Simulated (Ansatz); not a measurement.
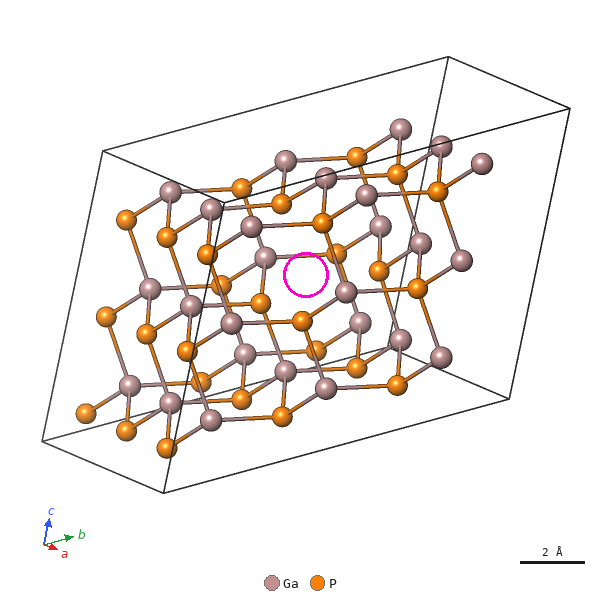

Ball-and-stick representation of a periodic structure, projected slightly off an axis. The wireframe shows the supercell. The host is GaP, in a cell of 54 sites, and the cell is neutral. A ring marks the defect's site.

What kind of defect was put in?

Answer. A gallium vacancy. Around the empty site lie four P at about 2.4 Å.

Method used: DFT PBE, scalar-relativistic, plane waves, PAW (Ansatz 0.2.0). It ran with E_cut = 420 eV, k-point mesh 1×1×1, Gaussian smearing of 0.01 eV, collinear spins.

Does the defect carry a magnetic moment?

Answer. Yes, 3.0 μB in the cell.

The atoms were relaxed in the host's cell with Ansatz 0.2.0, DFT PBE, scalar-relativistic, plane waves, PAW.
